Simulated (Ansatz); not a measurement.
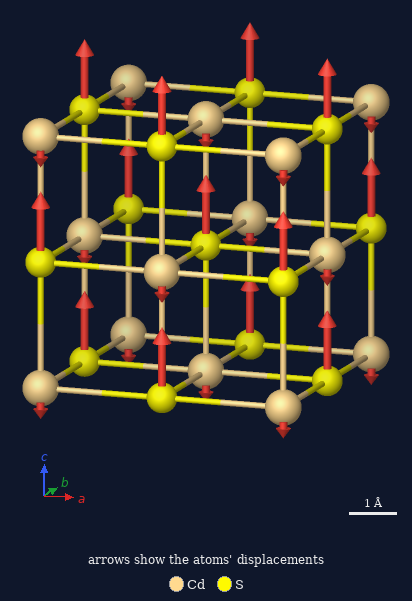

The lowest optical mode of solid CdS, space group Fm-3m (No. 225), at the zone centre. Displacements are drawn as red arrows; their common scale and sign are arbitrary. The picture is a ball-and-stick view of the conventional cell (4 times the calculation's cell), seen slightly off an axis. Lengths and directions refer to the drawn axes.

These are results of DFT PBE, scalar-relativistic, plane waves, PAW in Ansatz 0.2.0, not measurements.

Input
```yaml
crystal:
  lattice:
    - [0.0, 2.7474986741, 2.7474986741]
    - [2.7474986741, 0.0, 2.7474986741]
    - [2.7474986741, 2.7474986741, 0.0]
  atoms:
    - { symbol: Cd, position: [0.0, 0.0, 0.0] }
    - { symbol: S, position: [0.5, 0.5, 0.5] }
basis:
  ecutwfc: 420
kpoints:
  mp_grid: { grid: [12, 12, 12] }
hamiltonian:
  xc: pbe
scf:
  occupations: { method: fixed }
output:
  eigenvalues: true
phonons:
  method: dfpt
  dielectric: true
  rigid_motions: translations
  eigenvectors: true
```

Launched with:
```bash
ansatz run input.yaml --threads 1 --pin off --max-ram 2560MiB --backend cpu --events-out ev --progress --plain --runs-dir out
```

Frequencies are those without the non-analytic (LO–TO) term.

Question: Is this crystal at a minimum with respect to the drawn distortion?

Answer: Yes: this softest mode has a real frequency, and so have all others here. That speaks for this wave vector alone: the rest of the zone wasn't checked in this run. This is the T₁u mode (triply degenerate; one member of the set is drawn) at 3.56 THz, the only optical level, infrared-active by symmetry. The S sublattice moves against the Cd sublattice, along c; it stretches the shortest Cd–S bonds (2.75 Å); the kinetic energy is shared as S 78 %, Cd 22 %. Its infrared intensity is 25 (D/Å)²/amu for the set. The value is the transverse one; the longitudinal partner lies at 246 cm⁻¹.
